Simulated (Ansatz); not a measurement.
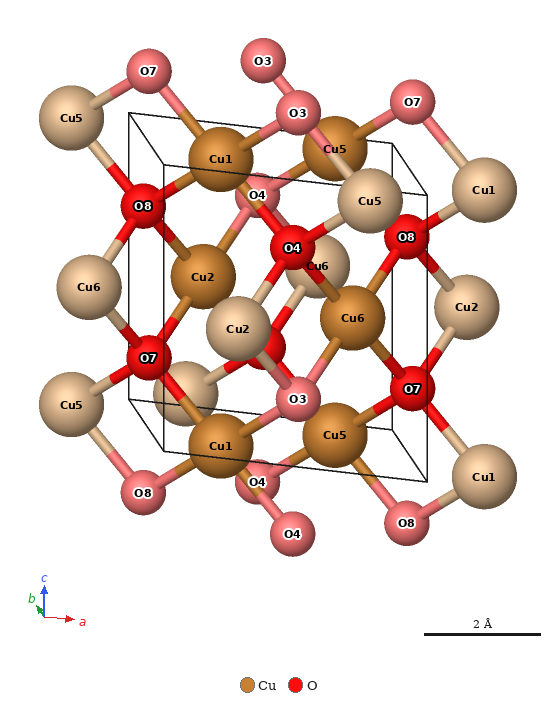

*The structure as given in the input (ball-and-stick view of the cell of the calculation, set on other vectors, seen slightly off an axis; neighbours outside the cell are drawn fainter; atoms are numbered from 1 in the order of the input).*

# Single-point calculation, with input and output: CuO (part 1 of 2)

System: CuO (8 atoms in the cell).
Method: DFT PBEsol+U, scalar-relativistic, plane waves, PAW, Ueff = 7 eV on Cu atom 1 d; Ueff = 7 eV on Cu atom 2 d; Ueff = 7 eV on Cu atom 5 d; Ueff = 7 eV on Cu atom 6 d, spin-polarised (Ansatz 0.2.0).

The structure derives from an entry of the Crystallography Open Database. It belongs to a series of runs on one base structure; here: ferromagnetic start, free, natural orbitals of the symmetric run filled by rank. Figures and captions count atoms from 1; the log counts them from 0 in places.

## Output
```
Cu: projections on atomic orbitals take those of the free atom [Ne] 3s2 3p6 3d10 4s1, of charge +0.00 (hamiltonian.pseudopotentials.projection_atoms); the dataset's partial waves leave at most 2.0e-6 of an orbital's norm unspanned inside its sphere
O: projections on atomic orbitals take those of the free atom [He] 2s2 2p4, of charge +0.00 (hamiltonian.pseudopotentials.projection_atoms); the dataset's partial waves leave at most 1.9e-8 of an orbital's norm unspanned inside its sphere
Engine: ansatz 0.2.0, aarch64-unknown-linux-gnu
Pseudopotentials: kind: paw
Pseudopotential: Cu, paw, valence charge 19, recommended cutoff 420 eV (normal), Cu.paw.azcp
Pseudopotential: O, paw, valence charge 6, recommended cutoff 420 eV (normal), O.paw.azcp
Functional definition: PBEsol
  exchange = pbesol_x
  correlation = pbesol_c
Crystal: 8 atoms, lattice volume = 81.080 Å³
Basis set: ecut = 420 eV, 1593 PW (Γ), exchange–correlation on 64×80×72 points (8 copies of the dense FFT grid, shifted against one another)
Bands: 63, of which v1, the nominal top of the filled ones, is band 50 counted from 1 (49 counted from 0)
Symmetry: 8 space group operations
Space group: C2/c (ITA 15), of the structure as read, at distance tolerance 4.3e-5 Å
Magnetic group: BNS 15.85 (UNI 92), of the structure as read, at distance tolerance 4.3e-5 Å
k-points: 60 of 196
Non-local potential: Cu, projectors of the file, l = 0: 3, l = 1: 2, l = 2: 3, l = 3: 1
Non-local potential: O, projectors of the file, l = 0: 2, l = 1: 2, l = 2: 1
PAW form: soft (Blöchl's): semilocal exchange-correlation on the pseudo side does not see the compensation charge
PAW frozen core: Cu, regenerated for the run's functional, and the local potential with it (the file was generated under x = pbe(κ = 0.804, μ = 0.2195149727645171), c = pbe(β = 0.06672455060314922))
PAW frozen core: O, regenerated for the run's functional, and the local potential with it (the file was generated under x = pbe(κ = 0.804, μ = 0.2195149727645171), c = pbe(β = 0.06672455060314922))
PAW one-centre angular grid: Cu, 590 points (default); XC on 64 Gauss nodes
PAW one-centre angular grid: O, 110 points (default); XC on 64 Gauss nodes
Initial density: superposition of atomic densities (chi_scale 0.1, normalization cell, long waves kept (reshape's long-wave potential 0.00 eV rms))
Starting moments: Σ|m| = 4 μB on 4 of 8 sites
Initial wavefunctions: pseudopotential atomic-orbital guess
Functional: x = pbesol(κ = 0.804, μ = 0.12345679012345678), c = pbesol(β = 0.046)
SCF iter   1: F=—  HF=-28585.345303 eV  |F-HF|=—  |Δ(HF+E_count)|=         —  Δρ=7.41e-2 (↑4.67e-2 ↓7.41e-2)  dr2=3.69e0  dr2_m=9.05e-1  M=4.000 μB ∫|m|=4.089 μB  β_m=0.30  ethr=3.10e-3  ⟨swp⟩=5.5  Hψ=24428  notcnv=0  defer=11
preconditioner: auto → Resta (q_TF=auto, 2.825 Å⁻¹)  ε∞=6.4  [insulator: Δε(μ)=1.010 eV  Ē_g=14.672 eV  σ=0.050 eV  W_gap=1.00  n_scr=34 (ndim 8)  ℏωp=34.0 eV  f_vac=0.000  D(μ)=0.00/eV (n_scr^D=0)  ε∞_Penn≈6.4]
spin=Collinear: Resta preconditioning applied to the charge; magnetization (m = ρ↑ − ρ↓) channel mixes plain (no charge-response kernel on spin).
SCF iter   2: F=—  HF=-28585.684819 eV  |F-HF|=—  |Δ(HF+E_count)|=   3.40e-1  Δρ=4.88e-2 (↑2.74e-2 ↓4.88e-2)  dr2=1.08e0  dr2_m=4.57e-1  M=4.000 μB ∫|m|=4.087 μB  β_m=0.30  ethr=3.10e-3  ⟨swp⟩=2.2  Hψ=12426  notcnv=0  defer=837
SCF iter   3: F=—  HF=-28585.969268 eV  |F-HF|=—  |Δ(HF+E_count)|=   2.84e-1  Δρ=2.81e-2 (↑1.64e-2 ↓2.81e-2)  dr2=2.55e-1  dr2_m=2.42e-1  M=4.000 μB ∫|m|=4.089 μB  β_m=0.30  ethr=1.08e-3  ⟨swp⟩=2.0  Hψ=7626  notcnv=0  defer=837
SCF iter   4: F=—  HF=-28586.036534 eV  |F-HF|=—  |Δ(HF+E_count)|=   6.73e-2  Δρ=1.50e-2 (↑1.50e-2 ↓1.28e-2)  dr2=1.33e-2  dr2_m=1.35e-1  M=4.000 μB ∫|m|=4.095 μB  β_m=0.30  ethr=2.55e-4  ⟨swp⟩=2.5  Hψ=13663  notcnv=0  defer=845
SCF iter   5: F=—  HF=-28586.108773 eV  |F-HF|=—  |Δ(HF+E_count)|=   7.22e-2  Δρ=1.05e-2 (↑1.05e-2 ↓9.30e-3)  dr2=1.88e-3  dr2_m=7.16e-2  M=4.000 μB ∫|m|=4.102 μB  β_m=0.30  ethr=1.33e-5  ⟨swp⟩=2.0  Hψ=14006  notcnv=0  defer=854
SCF iter   6: F=—  HF=-28586.146471 eV  |F-HF|=—  |Δ(HF+E_count)|=   3.77e-2  Δρ=7.28e-3 (↑7.28e-3 ↓7.14e-3)  dr2=9.65e-4  dr2_m=3.80e-2  M=4.000 μB ∫|m|=4.107 μB  β_m=0.30  ethr=1.88e-6  ⟨swp⟩=2.0  Hψ=11519  notcnv=0  defer=854
SCF iter   7: F=—  HF=-28586.166919 eV  |F-HF|=—  |Δ(HF+E_count)|=   2.04e-2  Δρ=5.57e-3 (↑5.11e-3 ↓5.57e-3)  dr2=9.07e-4  dr2_m=2.10e-2  M=4.000 μB ∫|m|=4.112 μB  β_m=0.30  ethr=9.65e-7  ⟨swp⟩=2.0  Hψ=12971  notcnv=0  defer=854
Mixer restart at iter 7: flushing history
spin-set hold released at iteration 7 (site moments contracting): the magnetisation degrees of freedom join the quasi-Newton model from the next iteration; the mixer history was flushed
SCF iter   8: F=—  HF=-28586.175956 eV  |F-HF|=—  |Δ(HF+E_count)|=   9.04e-3  Δρ=3.90e-3 (↑3.81e-3 ↓3.90e-3)  dr2=2.08e-4  dr2_m=1.10e-2  M=4.000 μB ∫|m|=4.116 μB  β_m=0.65  ethr=9.07e-7  ⟨swp⟩=2.1  Hψ=9600  notcnv=0  defer=854
SCF iter   9: F=—  HF=-28586.186093 eV  |F-HF|=—  |Δ(HF+E_count)|=   1.01e-2  Δρ=7.94e-4 (↑3.00e-4 ↓7.94e-4)  dr2=4.04e-4  dr2_m=1.20e-4  M=4.000 μB ∫|m|=4.130 μB  β_m=0.58  ethr=2.08e-7  ⟨swp⟩=2.6  Hψ=13684  notcnv=0  defer=854
SCF iter  10: F=—  HF=-28586.185990 eV  |F-HF|=—  |Δ(HF+E_count)|=   1.04e-4  Δρ=3.23e-4 (↑2.49e-4 ↓3.23e-4)  dr2=5.63e-5  dr2_m=3.96e-5  M=4.000 μB ∫|m|=4.132 μB  β_m=0.68  ethr=2.08e-7  ⟨swp⟩=2.0  Hψ=13229  notcnv=0  defer=850
SCF iter  11: F=—  HF=-28586.186003 eV  |F-HF|=—  |Δ(HF+E_count)|=   1.34e-5  Δρ=1.37e-4 (↑1.37e-4 ↓6.87e-5)  dr2=3.29e-6  dr2_m=7.35e-6  M=4.000 μB ∫|m|=4.133 μB  β_m=0.68  ethr=5.63e-8  ⟨swp⟩=2.0  Hψ=10595  notcnv=0  defer=850
Mixer restart at iter 11: flushing history
SCF iter  12: F=—  HF=-28586.192798 eV  |F-HF|=—  |Δ(HF+E_count)|=         —  Δρ=2.14e-4 (↑1.23e-4 ↓2.14e-4)  dr2=2.60e-5  dr2_m=1.16e-5  M=4.000 μB ∫|m|=4.133 μB  β_m=0.68  ethr=3.29e-9  ⟨swp⟩=2.4  Hψ=12788  notcnv=0  defer=850
SCF iter  13: F=—  HF=-28587.125884 eV  |F-HF|=—  |Δ(HF+E_count)|=   9.33e-1  Δρ=1.94e-2 (↑1.59e-4 ↓1.94e-2)  dr2=2.32e-1  dr2_m=7.08e-2  M=4.000 μB ∫|m|=4.113 μB  β_m=0.15  ethr=3.29e-9  ⟨swp⟩=4.1  Hψ=18765  notcnv=0  defer=850
SCF iter  14: F=—  HF=-28587.190533 eV  |F-HF|=—  |Δ(HF+E_count)|=   6.46e-2  Δρ=1.71e-2 (↑1.56e-3 ↓1.71e-2)  dr2=1.63e-1  dr2_m=6.36e-2  M=4.000 μB ∫|m|=4.114 μB  β_m=0.18  ethr=3.29e-9  ⟨swp⟩=4.0  Hψ=22894  notcnv=0  defer=890
SCF iter  15: F=—  HF=-28587.206325 eV  |F-HF|=—  |Δ(HF+E_count)|=   1.58e-2  Δρ=1.05e-2 (↑1.43e-3 ↓1.05e-2)  dr2=6.34e-2  dr2_m=2.39e-2  M=4.000 μB ∫|m|=4.120 μB  β_m=0.16  ethr=3.29e-9  ⟨swp⟩=4.6  Hψ=23279  notcnv=0  defer=893
SCF iter  16: F=—  HF=-28587.300239 eV  |F-HF|=—  |Δ(HF+E_count)|=   9.39e-2  Δρ=3.25e-3 (↑3.24e-3 ↓3.25e-3)  dr2=3.81e-3  dr2_m=6.16e-3  M=4.000 μB ∫|m|=4.127 μB  β_m=0.48  ethr=3.29e-9  ⟨swp⟩=4.3  Hψ=23730  notcnv=0  defer=897
SCF iter  17: F=—  HF=-28587.505934 eV  |F-HF|=—  |Δ(HF+E_count)|=   2.06e-1  Δρ=3.54e-3 (↑1.22e-3 ↓3.54e-3)  dr2=7.89e-3  dr2_m=3.42e-3  M=3.998 μB ∫|m|=4.127 μB  β_m=0.67  ethr=3.29e-9  ⟨swp⟩=4.7  Hψ=26290  notcnv=0  defer=922
SCF iter  18: F=—  HF=-28587.509617 eV  |F-HF|=—  |Δ(HF+E_count)|=   3.68e-3  Δρ=1.30e-3 (↑5.15e-4 ↓1.30e-3)  dr2=1.19e-3  dr2_m=1.62e-4  M=3.994 μB ∫|m|=4.132 μB  β_m=0.83  ethr=3.29e-9  ⟨swp⟩=4.7  Hψ=24424  notcnv=0  defer=927
SCF iter  19: F=—  HF=-28587.509920 eV  |F-HF|=—  |Δ(HF+E_count)|=   3.03e-4  Δρ=2.37e-4 (↑2.00e-4 ↓2.37e-4)  dr2=5.68e-5  dr2_m=1.46e-5  M=3.995 μB ∫|m|=4.132 μB  β_m=0.79  ethr=3.29e-9  ⟨swp⟩=3.1  Hψ=17579  notcnv=0  defer=927
SCF iter  20: F=—  HF=-28587.509910 eV  |F-HF|=—  |Δ(HF+E_count)|=   9.78e-6  Δρ=1.56e-4 (↑3.34e-5 ↓1.56e-4)  dr2=1.60e-5  dr2_m=4.88e-6  M=3.995 μB ∫|m|=4.132 μB  β_m=0.89  ethr=3.29e-9  ⟨swp⟩=2.3  Hψ=12881  notcnv=0  defer=927
SCF iter  21: F=—  HF=-28587.509914 eV  |F-HF|=—  |Δ(HF+E_count)|=   3.65e-6  Δρ=3.48e-5 (↑1.88e-5 ↓3.48e-5)  dr2=1.06e-6  dr2_m=1.99e-7  M=3.995 μB ∫|m|=4.133 μB  β_m=0.94  ethr=3.29e-9  ⟨swp⟩=2.0  Hψ=10688  notcnv=0  defer=927
SCF iter  22: F=—  HF=-28587.509915 eV  |F-HF|=—  |Δ(HF+E_count)|=   8.49e-7  Δρ=1.08e-5 (↑2.30e-6 ↓1.08e-5)  dr2=6.11e-8  dr2_m=1.90e-8  M=3.995 μB ∫|m|=4.133 μB  β_m=0.97  ethr=1.00e-10  ⟨swp⟩=10.7  Hψ=51892  notcnv=0
SCF iter  23: F=-28587.509915 eV  HF=-28587.509915 eV  |F-HF|=3.64e-9  |Δ(HF+E_count)|=   1.24e-7  Δρ=3.59e-6 (↑1.28e-6 ↓3.59e-6)  dr2=7.83e-9  dr2_m=1.84e-9  M=3.995 μB ∫|m|=4.133 μB  ethr=6.11e-11  ⟨swp⟩=6.7  Hψ=38807  notcnv=0
SCF 1 converged in 23 iterations: F = -28587.509915 eV  dr2 = 7.83e-9
  greatest PAW one-centre occupation: 1.000 electrons in one spin orbital (limit 2), on the Cu atom at site 5 (counted from 0), in its partial waves of l = 0
```

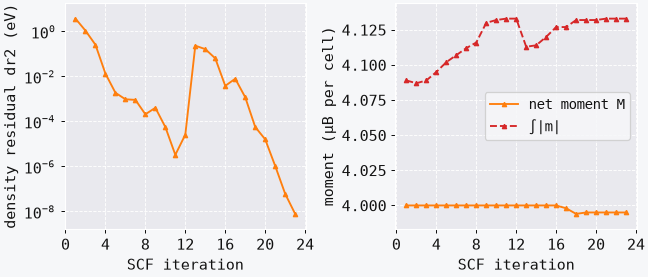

*Convergence of the self-consistent field: density residual dr2 and magnetic moment against the SCF iteration.*

The residual falls unevenly and jumps up by a factor of two or more 3 times on the way down. The net moment stays at 4.0 μB per cell.

```
SCF converged after 23 iterations
Magnetization: 3.9952 μB (51.9976 up, 48.0024 down)
Absolute magnetization: 4.0820 μB (∫|ρ↑−ρ↓|, with the PAW one-centre terms)
Spin contamination: 0.0057 ħ² per cell (⟨S²⟩ above its minimum at these occupations)
Per-site moments (μB) at R_I (Å): [(0.6443551825574756, 0.8046939874849356), (0.6443551825574755, 0.8046939874849356), (0.32184762290823205, 0.8046939874849356), (0.32184762290823205, 0.8046939874849356), (0.6443551825574756, 0.8046939874849356), (0.6443551825574755, 0.8046939874849356), (0.321847622908232, 0.8046939874849356), (0.321847622908232, 0.8046939874849356)]
Free energy (F): -28587.509915 eV
Harris-Foulkes:  -28587.509915 eV  (|F-HF|=3.64e-9)
Internal energy: -28587.509700 eV  (E = F + TS)
E sigma→0 (E₀):  -28587.509808 eV
Entropy (-TS):   -0.000215 eV (-0.027 meV/atom)
Fermi energy:    11.682396 eV
--- Per-component energies (eV) ---
  E_band       = -1852.236935
  E_kinetic    = 1883.285824
  E_local      = -19296.698257  (includes V_loc(G=0)·N_el)
  E_nonlocal   = 1760.047766
  E_hartree    = 8335.672705
  E_xc         = -641.102891
  E_vxc        = -827.182182  (∫ρ·V_xc dr)
  E_hubbard    = 4.116074  (on-site DFT+U / exact-exchange correction)
  E_vhub       = -122.728454  (the Hubbard potential's part of the band-sum identity)
  E_paw        = -7105.150392  (= ΣΔE_a)
  E_vpaw       = -1920.310105  (= ΣTr[D̂ρ^β])
  E_aug_tail   = 0.011201  (compensation charges beyond the density's cutoff)
  E_ewald      = -13528.657691
  E_core_change = 0.965960  (= ΣΔE_core)
  E_smearing   = -0.000215  (= −TS)
  E_closure    = -0.000000  (closes the sum)
  Σ components = -28587.509915   (vs F -28587.509915, Δ=0.00e0)
--- Specified on-site occupations, and those of the state reported ---
  electrons in the specified blocks: 35.0000 specified, 37.4173 found
  site 5 (l=d) ↓: largest change of an orbital's occupation 0.3875; electrons 3.9000 specified, 4.3795 found; spectral distance 0.3904
  site 0 (l=d) ↓: largest change of an orbital's occupation 0.3875; electrons 3.9000 specified, 4.3795 found; spectral distance 0.3904
  site 4 (l=d) ↓: largest change of an orbital's occupation 0.3875; electrons 3.9000 specified, 4.3795 found; spectral distance 0.3904
  site 1 (l=d) ↓: largest change of an orbital's occupation 0.3875; electrons 3.9000 specified, 4.3795 found; spectral distance 0.3904
  site 5 (l=d) ↑: largest change of an orbital's occupation 0.0289; electrons 4.8500 specified, 4.9748 found; spectral distance 0.0570
  site 0 (l=d) ↑: largest change of an orbital's occupation 0.0289; electrons 4.8500 specified, 4.9748 found; spectral distance 0.0570
  site 1 (l=d) ↑: largest change of an orbital's occupation 0.0289; electrons 4.8500 specified, 4.9748 found; spectral distance 0.0570
  site 4 (l=d) ↑: largest change of an orbital's occupation 0.0289; electrons 4.8500 specified, 4.9748 found; spectral distance 0.0570
--- Forces (eV/Å), atoms counted from 1 ---
  atom   1  Cu     0.00000000    -0.00000000     0.00000000
  atom   2  Cu     0.00000000     0.00000000    -0.00000000
  atom   3  O      0.00000000     0.07210435     0.00000000
  atom   4  O     -0.00000000    -0.07210435    -0.00000000
  atom   5  Cu     0.00000000    -0.00000000     0.00000000
  atom   6  Cu     0.00000000     0.00000000     0.00000000
  atom   7  O      0.00000000     0.07210435     0.00000000
  atom   8  O     -0.00000000    -0.07210435    -0.00000000
  max |Σ_I F_I| component: 2.78e-17 eV/Å
--- Stress (GPa, compression-positive) ---
        0.249337       0.000000       0.253798
        0.000000       1.637515       0.000000
        0.253847       0.000000       1.030965
  P = ⅓ Tr σ = 0.9726 GPa (9.726 kbar)
--- Band table (eV; the first three rows and the last of 120) ---
  k-point 0 ↑: bands = ["-100.9237", "-100.9228", "-100.9223", "-100.9208", "-58.8292", "-58.8265", "-58.8243", "-58.8199", "-58.7644", "-58.7600", "-58.7578", "-58.7538", "-57.7045", "-57.7016", "-57.6952", "-57.6948", "-7.8638", "-6.6193", "-6.4616", "-6.4128", "2.6168", "3.1884", "3.3781", "3.4150", "3.7237", "3.8325", "4.9214", "5.0050", "5.1738", "5.3479", "5.5820", "5.6088", "5.7253", "5.7954", "5.9036", "5.9234", "5.9302", "6.0038", "6.0620", "6.1317", "6.3345", "7.3700", "7.6187", "8.2016", "8.2059", "8.9896", "9.0040", "9.4061", "9.7319", "10.9813", "11.5375", "11.6769", "13.2876", "15.2457", "17.9263", "18.9170", "20.0217", "20.4133", "21.9480", "23.2328", "24.3446", "25.2380", "25.8926"]
```
